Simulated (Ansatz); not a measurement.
Run report: TiSi₂, geometry relaxation (part 1 of 3)

- system: TiSi₂ (slab, 18 atoms in the cell)
- method: DFT r2SCAN, scalar-relativistic, plane waves, PAW, no spin polarisation (Ansatz 0.2.0)

The structure derives from an entry of the Crystallography Open Database. It belongs to a series of runs on one base structure; here: (0 1 0) slab, atoms relaxed.

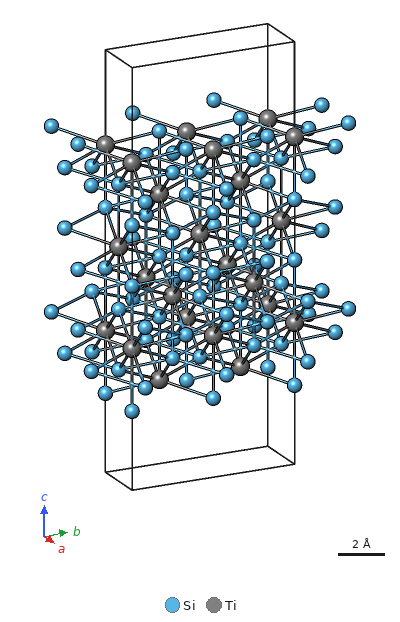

The structure as given in the input (ball-and-stick view of the 1 × 2 repeat of the cell, with the vacuum cut short, seen slightly off an axis; bonded neighbours outside the cell are drawn too). An atom can appear more than once, as a periodic image.

## Input file
```yaml
crystal:
  lattice:
    - [4.7806857144, 0.0, 0.0]
    - [-2.3903428572, 4.2581108938, 0.0]
    - [0.0, 0.0, 26.7277649977]
  atoms:
    - { symbol: Si, position: [0.0, 0.0, 0.2806070766] }
    - { symbol: Ti, position: [0.5, 0.5, 0.3075041459] }
    - { symbol: Si, position: [0.5, 0.0, 0.3344012152] }
    - { symbol: Si, position: [0.0, 0.5, 0.3576054182] }
    - { symbol: Ti, position: [0.0, 0.0, 0.3845024875] }
    - { symbol: Si, position: [0.5, 0.5, 0.4113995568] }
    - { symbol: Si, position: [0.5, 0.0, 0.4346037599] }
    - { symbol: Ti, position: [0.0, 0.5, 0.4615008292] }
    - { symbol: Si, position: [0.0, 0.0, 0.4883978985] }
    - { symbol: Si, position: [0.5, 0.5, 0.5116021015] }
    - { symbol: Ti, position: [0.5, 0.0, 0.5384991708] }
    - { symbol: Si, position: [0.0, 0.5, 0.5653962401] }
    - { symbol: Si, position: [0.0, 0.0, 0.5886004432] }
    - { symbol: Ti, position: [0.5, 0.5, 0.6154975125] }
    - { symbol: Si, position: [0.5, 0.0, 0.6423945818] }
    - { symbol: Si, position: [0.0, 0.5, 0.6655987848] }
    - { symbol: Ti, position: [0.0, 0.0, 0.6924958541] }
    - { symbol: Si, position: [0.5, 0.5, 0.7193929234] }
basis:
  ecutwfc: 500
kpoints:
  mp_grid: { grid: [8, 8, 1] }
hamiltonian:
  xc: r2scan
scf:
  occupations: { method: gaussian, width: 0.1 }
output:
  forces: true
  eigenvalues: true
  write_density: true
  write_potential: true
  elf: true
  volumetric_format: npy
relax:
  adjacent_minimum: "off"
  f_tol: 0.02
  max_steps: 60
efield:
  axis: 3
  dipole_correction: true
  ramp_width: 0.04
```

Run on 2 threads of AMD EPYC (Zen 3), 32 GiB of memory available, shared host.

Launched with:
```bash
ansatz run input.yaml --threads 2 --pin off --max-ram 5120MiB --backend cpu --events-out ev --progress --plain --runs-dir out
```

## Log
```
Engine: ansatz 0.2.0, x86_64-unknown-linux-gnu
Pseudopotentials: kind: paw
Pseudopotential: Si, paw, valence charge 4, recommended cutoff 500 eV (meta_gga), Si.paw.azcp
Pseudopotential: Ti, paw, valence charge 12, recommended cutoff 500 eV (meta_gga), Ti.paw.azcp
Functional definition: r2SCAN
  parameter k0 = 0.174
  parameter k1 = 0.065
  parameter a1 = 4.9479
  exchange = r2scan_x(k0 = k0, k1 = k1, a1 = a1)
  correlation = r2scan_c
Crystal: 18 atoms, lattice volume = 544.089 Å³
Basis set: ecut = 500 eV, 13779 PW (Γ), exchange–correlation on 144×144×800 points (64 copies of the dense FFT grid, shifted against one another)
Bands: 78, of which v1, the nominal top of the filled ones, is band 60 counted from 1 (59 counted from 0)
Symmetry: 2 space group operations
k-points: 34 of 64
Non-local potential: Si, projectors of the file, l = 0: 2, l = 1: 2, l = 2: 2
Non-local potential: Ti, projectors of the file, l = 0: 3, l = 1: 2, l = 2: 3, l = 3: 1
PAW form: soft (Blöchl's): semilocal exchange-correlation on the pseudo side does not see the compensation charge
PAW frozen core: Si, regenerated for the run's functional (the file was generated under x = pbe(κ = 0.804, μ = 0.2195149727645171), c = pbe(β = 0.06672455060314922))
PAW frozen core: Ti, regenerated for the run's functional (the file was generated under x = pbe(κ = 0.804, μ = 0.2195149727645171), c = pbe(β = 0.06672455060314922))
PAW one-centre angular grid: Si, 302 points (default); XC on 160 Gauss nodes
PAW one-centre angular grid: Ti, 590 points (default); XC on 160 Gauss nodes
Initial density: superposition of atomic densities (neutral atoms: chi_scale 0, normalization atom), corrected by the library's trained network
Initial wavefunctions: pseudopotential atomic-orbital guess
Functional: x = r2scan, c = r2scan; τ floored in thin density (d = 2e-4 eV/Å³)
SCF iter   1: F=—  HF=-22699.048482 eV  |F-HF|=—  |Δ(HF+E_count)|=         —  Δρ=8.39e-3  dr2=8.24e-1  dr2_τ=1.43e-1  ethr=1.77e-3  p=-0.000 e·Å  D=-4.02e-14 V/Å  ΔV_dip=0.00 eV  dr2_dipole=2.29e-8  V_vac-E_F(+/−)=4.41/4.41 eV  ⟨swp⟩=8.4  Hψ=13786  notcnv=0  defer=14
efield: sawtooth ramp at fractional position 0.9800 (placed from the atoms, in the widest stretch of the axis that holds none; the zero of the levels goes with the place), width 0.0400; the density the first Hamiltonian is built on has a dipole p = -0.000 e·Å; the dipole correction subtracts the counter field D = -4.02e-14 V/Å, which shifts the + side's vacuum level by +0.00 eV against the − side's; the planar-averaged density in the ramp window peaks in size at 9.9e-6 e/Å³
preconditioner: auto → LDOS  [metal: Δε(μ)=0.011 eV  Ē_g=6.363 eV  σ=0.100 eV  W_gap=0.06  n_scr=96 (ndim 8)  ℏωp=13.5 eV  f_vac=0.451  D(μ)=6.92/eV (n_scr^D=22)  β→1.0]
SCF iter   2: F=—  HF=-22699.340424 eV  |F-HF|=—  |Δ(HF+E_count)|=   2.92e-1  Δρ=5.91e-3  dr2=2.12e-1  dr2_τ=2.07e-2  ethr=6.87e-4  p=-0.000 e·Å  D=-1.13e-5 V/Å  ΔV_dip=0.00 eV  dr2_dipole=3.08e-7  V_vac-E_F(+/−)=4.85/4.85 eV  ⟨swp⟩=3.3  Hψ=5415  notcnv=0  defer=322
SCF iter   3: F=—  HF=-22699.318555 eV  |F-HF|=—  |Δ(HF+E_count)|=   2.19e-2  Δρ=1.73e-3  dr2=2.55e-2  dr2_τ=1.42e-3  ethr=1.77e-4  p=0.000 e·Å  D=1.92e-6 V/Å  ΔV_dip=-0.00 eV  dr2_dipole=1.80e-10  V_vac-E_F(+/−)=4.77/4.77 eV  ⟨swp⟩=2.0  Hψ=4456  notcnv=0  defer=322
SCF iter   4: F=—  HF=-22699.315743 eV  |F-HF|=—  |Δ(HF+E_count)|=   2.81e-3  Δρ=2.56e-4  dr2=9.81e-4  dr2_τ=2.73e-5  ethr=2.12e-5  p=0.000 e·Å  D=3.64e-6 V/Å  ΔV_dip=-0.00 eV  dr2_dipole=3.01e-10  V_vac-E_F(+/−)=4.80/4.80 eV  ⟨swp⟩=3.0  Hψ=3953  notcnv=0  defer=322
SCF iter   5: F=—  HF=-22699.315730 eV  |F-HF|=—  |Δ(HF+E_count)|=   1.32e-5  Δρ=6.71e-5  dr2=4.66e-5  dr2_τ=1.44e-6  ethr=8.17e-7  p=0.000 e·Å  D=1.92e-6 V/Å  ΔV_dip=-0.00 eV  dr2_dipole=2.17e-10  V_vac-E_F(+/−)=4.81/4.81 eV  ⟨swp⟩=2.4  Hψ=4832  notcnv=0  defer=322
SCF iter   6: F=-22699.315744 eV  HF=-22699.315746 eV  |F-HF|=2.43e-6  |Δ(HF+E_count)|=   1.58e-5  Δρ=2.60e-5  dr2=6.01e-6  dr2_τ=3.68e-7  ethr=8.33e-9  p=0.000 e·Å  D=6.83e-7 V/Å  ΔV_dip=-0.00 eV  dr2_dipole=3.53e-11  V_vac-E_F(+/−)=4.81/4.81 eV  ⟨swp⟩=27.5  Hψ=33578  notcnv=0
SCF 1 converged in 6 iterations: F = -22699.315744 eV  dr2 = 6.01e-6
  greatest PAW one-centre occupation: 1.002 electrons in one spin orbital (limit 2), on the Ti atom at site 10 (counted from 0), in its partial waves of l = 1
relax step   1: F+E_penalty+E_count = -22699.31574357 eV  Δ(F+E_penalty+E_count) = +0.000e0 eV  max|allowed force component| = 6.838e-1 eV/Å  Δτ_max = 0.0000 Å  (6 SCF iters, dr2 threshold 1.00e-5 eV, accepted)
Initial density: handed on by an earlier stage of this run
Initial wavefunctions: those handed on with the density
iter 1 solved again at ethr=3.04e-4 eV; its pass at ethr=3.10e-3 eV (dr2=3.65e-1 eV) is discarded
SCF iter   1: F=—  HF=-22698.866861 eV  |F-HF|=—  |Δ(HF+E_count)|=         —  Δρ=6.03e-3  dr2=3.80e-1  dr2_τ=1.42e0  ethr=3.04e-4  p=0.000 e·Å  D=6.83e-7 V/Å  ΔV_dip=-0.00 eV  dr2_dipole=6.99e-11  V_vac-E_F(+/−)=4.87/4.87 eV  ⟨swp⟩=2.1  Hψ=9865  notcnv=0  defer=305
efield: sawtooth ramp at fractional position 0.9800 (handed on by an earlier solve), width 0.0400; the density the first Hamiltonian is built on has a dipole p = 0.000 e·Å; the dipole correction subtracts the counter field D = 6.83e-7 V/Å, which shifts the + side's vacuum level by -0.00 eV against the − side's; the planar-averaged density in the ramp window peaks in size at 4.7e-7 e/Å³
preconditioner: auto → LDOS  [metal: Δε(μ)=0.021 eV  Ē_g=6.365 eV  σ=0.100 eV  W_gap=0.12  n_scr=96 (ndim 8)  ℏωp=13.5 eV  f_vac=0.461  D(μ)=7.52/eV (n_scr^D=42)  β→1.0]
SCF iter   2: F=—  HF=-22699.594316 eV  |F-HF|=—  |Δ(HF+E_count)|=   7.27e-1  Δρ=2.59e-3  dr2=7.39e-2  dr2_τ=4.48e-3  ethr=3.04e-4  p=0.000 e·Å  D=5.98e-7 V/Å  ΔV_dip=-0.00 eV  dr2_dipole=3.80e-10  V_vac-E_F(+/−)=4.69/4.69 eV  ⟨swp⟩=2.4  Hψ=4742  notcnv=0  defer=305
SCF iter   3: F=—  HF=-22699.591402 eV  |F-HF|=—  |Δ(HF+E_count)|=   2.91e-3  Δρ=6.83e-4  dr2=4.46e-3  dr2_τ=1.77e-4  ethr=6.15e-5  p=-0.000 e·Å  D=-3.27e-8 V/Å  ΔV_dip=0.00 eV  dr2_dipole=3.31e-11  V_vac-E_F(+/−)=4.76/4.76 eV  ⟨swp⟩=2.8  Hψ=4700  notcnv=0  defer=305
SCF iter   4: F=—  HF=-22699.591756 eV  |F-HF|=—  |Δ(HF+E_count)|=   3.53e-4  Δρ=2.78e-4  dr2=5.18e-4  dr2_τ=2.68e-5  ethr=3.72e-6  p=-0.000 e·Å  D=-7.23e-8 V/Å  ΔV_dip=0.00 eV  dr2_dipole=3.71e-12  V_vac-E_F(+/−)=4.76/4.76 eV  ⟨swp⟩=3.4  Hψ=5355  notcnv=0  defer=310
SCF iter   5: F=-22699.591683 eV  HF=-22699.591687 eV  |F-HF|=3.50e-6  |Δ(HF+E_count)|=   6.90e-5  Δρ=5.55e-5  dr2=2.56e-5  dr2_τ=2.20e-6  ethr=2.44e-8  p=-0.000 e·Å  D=-1.70e-8 V/Å  ΔV_dip=0.00 eV  dr2_dipole=3.68e-14  V_vac-E_F(+/−)=4.76/4.76 eV  ⟨swp⟩=27.1  Hψ=34577  notcnv=0
SCF 2 converged in 5 iterations: F = -22699.591683 eV  dr2 = 2.56e-5
  greatest PAW one-centre occupation: 1.002 electrons in one spin orbital (limit 2), on the Ti atom at site 4 (counted from 0), in its partial waves of l = 1
relax step   2: F+E_penalty+E_count = -22699.59168300 eV  Δ(F+E_penalty+E_count) = -2.759e-1 eV  max|allowed force component| = 3.794e-1 eV/Å  Δτ_max = 0.1943 Å  (5 SCF iters, dr2 threshold 2.92e-5 eV, accepted)
SCF iter   1: F=—  HF=-22699.498576 eV  |F-HF|=—  |Δ(HF+E_count)|=         —  Δρ=2.68e-3  dr2=7.74e-2  dr2_τ=2.65e-1  ethr=7.32e-4  p=-0.000 e·Å  D=-1.70e-8 V/Å  ΔV_dip=0.00 eV  dr2_dipole=4.55e-12  V_vac-E_F(+/−)=4.75/4.75 eV  ⟨swp⟩=4.1  Hψ=5520  notcnv=0  defer=304
efield: sawtooth ramp at fractional position 0.9800 (handed on by an earlier solve), width 0.0400; the density the first Hamiltonian is built on has a dipole p = -0.000 e·Å; the dipole correction subtracts the counter field D = -1.70e-8 V/Å, which shifts the + side's vacuum level by +0.00 eV against the − side's; the planar-averaged density in the ramp window peaks in size at 8.4e-7 e/Å³
preconditioner: auto → LDOS  [metal: Δε(μ)=0.008 eV  Ē_g=6.348 eV  σ=0.100 eV  W_gap=0.04  n_scr=96 (ndim 8)  ℏωp=13.5 eV  f_vac=0.458  D(μ)=7.15/eV (n_scr^D=30)  β→1.0]
SCF iter   2: F=—  HF=-22699.642848 eV  |F-HF|=—  |Δ(HF+E_count)|=   1.44e-1  Δρ=1.26e-3  dr2=3.02e-2  dr2_τ=4.10e-4  ethr=6.45e-5  p=0.000 e·Å  D=8.46e-8 V/Å  ΔV_dip=-0.00 eV  dr2_dipole=1.60e-11  V_vac-E_F(+/−)=4.72/4.72 eV  ⟨swp⟩=3.0  Hψ=5933  notcnv=0  defer=307
SCF iter   3: F=—  HF=-22699.638908 eV  |F-HF|=—  |Δ(HF+E_count)|=   3.94e-3  Δρ=4.79e-4  dr2=2.64e-3  dr2_τ=5.62e-5  ethr=2.52e-5  p=0.000 e·Å  D=6.87e-9 V/Å  ΔV_dip=-0.00 eV  dr2_dipole=1.76e-13  V_vac-E_F(+/−)=4.69/4.69 eV  ⟨swp⟩=2.1  Hψ=3598  notcnv=0  defer=307
SCF iter   4: F=—  HF=-22699.638804 eV  |F-HF|=—  |Δ(HF+E_count)|=   1.04e-4  Δρ=1.67e-4  dr2=2.05e-4  dr2_τ=2.16e-5  ethr=2.20e-6  p=0.000 e·Å  D=2.90e-8 V/Å  ΔV_dip=-0.00 eV  dr2_dipole=3.67e-13  V_vac-E_F(+/−)=4.68/4.68 eV  ⟨swp⟩=3.3  Hψ=5098  notcnv=0  defer=307
SCF iter   5: F=—  HF=-22699.638783 eV  |F-HF|=—  |Δ(HF+E_count)|=   2.07e-5  Δρ=4.05e-5  dr2=1.07e-5  dr2_τ=2.91e-7  ethr=1.71e-7  p=0.000 e·Å  D=2.39e-8 V/Å  ΔV_dip=-0.00 eV  dr2_dipole=2.13e-13  V_vac-E_F(+/−)=4.68/4.68 eV  ⟨swp⟩=2.1  Hψ=3870  notcnv=0  defer=307
SCF iter   6: F=-22699.638787 eV  HF=-22699.638787 eV  |F-HF|=2.04e-7  |Δ(HF+E_count)|=   3.67e-6  Δρ=1.34e-5  dr2=1.40e-6  dr2_τ=8.45e-8  ethr=7.50e-9  p=0.000 e·Å  D=1.83e-8 V/Å  ΔV_dip=-0.00 eV  dr2_dipole=1.38e-13  V_vac-E_F(+/−)=4.67/4.67 eV  ⟨swp⟩=26.9  Hψ=32209  notcnv=0
SCF 3 converged in 6 iterations: F = -22699.638787 eV  dr2 = 1.40e-6
relax step   3: F+E_penalty+E_count = -22699.63878686 eV  Δ(F+E_penalty+E_count) = -4.710e-2 eV  max|allowed force component| = 1.276e-1 eV/Å  Δτ_max = 0.0936 Å  (6 SCF iters, dr2 threshold 9.00e-6 eV, accepted)
SCF iter   1: F=—  HF=-22699.641304 eV  |F-HF|=—  |Δ(HF+E_count)|=         —  Δρ=5.43e-4  dr2=2.92e-3  dr2_τ=7.84e-3  ethr=3.76e-5  p=0.000 e·Å  D=1.83e-8 V/Å  ΔV_dip=-0.00 eV  dr2_dipole=1.32e-12  V_vac-E_F(+/−)=4.67/4.67 eV  ⟨swp⟩=2.4  Hψ=4896  notcnv=0  defer=283
efield: sawtooth ramp at fractional position 0.9800 (handed on by an earlier solve), width 0.0400; the density the first Hamiltonian is built on has a dipole p = 0.000 e·Å; the dipole correction subtracts the counter field D = 1.83e-8 V/Å, which shifts the + side's vacuum level by -0.00 eV against the − side's; the planar-averaged density in the ramp window peaks in size at 6.4e-7 e/Å³
preconditioner: auto → LDOS  [metal: Δε(μ)=0.023 eV  Ē_g=6.345 eV  σ=0.100 eV  W_gap=0.13  n_scr=96 (ndim 8)  ℏωp=13.5 eV  f_vac=0.460  D(μ)=7.32/eV (n_scr^D=34)  β→1.0]
SCF iter   2: F=—  HF=-22699.645467 eV  |F-HF|=—  |Δ(HF+E_count)|=   4.16e-3  Δρ=3.05e-4  dr2=1.38e-3  dr2_τ=2.29e-5  ethr=2.43e-6  p=0.000 e·Å  D=1.38e-7 V/Å  ΔV_dip=-0.00 eV  dr2_dipole=9.80e-13  V_vac-E_F(+/−)=4.67/4.67 eV  ⟨swp⟩=3.0  Hψ=5938  notcnv=0  defer=278
SCF iter   3: F=—  HF=-22699.645223 eV  |F-HF|=—  |Δ(HF+E_count)|=   2.45e-4  Δρ=8.63e-5  dr2=5.14e-5  dr2_τ=1.63e-6  ethr=1.15e-6  p=0.000 e·Å  D=7.19e-8 V/Å  ΔV_dip=-0.00 eV  dr2_dipole=3.52e-15  V_vac-E_F(+/−)=4.68/4.68 eV  ⟨swp⟩=2.0  Hψ=3551  notcnv=0  defer=278
SCF iter   4: F=—  HF=-22699.645227 eV  |F-HF|=—  |Δ(HF+E_count)|=   4.71e-6  Δρ=2.71e-5  dr2=5.80e-6  dr2_τ=4.31e-7  ethr=4.29e-8  p=0.000 e·Å  D=3.41e-8 V/Å  ΔV_dip=-0.00 eV  dr2_dipole=1.84e-14  V_vac-E_F(+/−)=4.68/4.68 eV  ⟨swp⟩=3.1  Hψ=5058  notcnv=0  defer=278
SCF iter   5: F=-22699.645228 eV  HF=-22699.645228 eV  |F-HF|=5.86e-8  |Δ(HF+E_count)|=   2.22e-7  Δρ=6.04e-6  dr2=2.66e-7  dr2_τ=1.02e-8  ethr=1.54e-9  p=0.000 e·Å  D=9.37e-9 V/Å  ΔV_dip=-0.00 eV  dr2_dipole=7.66e-14  V_vac-E_F(+/−)=4.68/4.68 eV  ⟨swp⟩=22.9  Hψ=30285  notcnv=0
SCF 4 converged in 5 iterations: F = -22699.645228 eV  dr2 = 2.66e-7
relax step   4: F+E_penalty+E_count = -22699.64522771 eV  Δ(F+E_penalty+E_count) = -6.441e-3 eV  max|allowed force component| = 6.145e-2 eV/Å  Δτ_max = 0.0201 Å  (5 SCF iters, dr2 threshold 1.84e-6 eV, accepted)
```
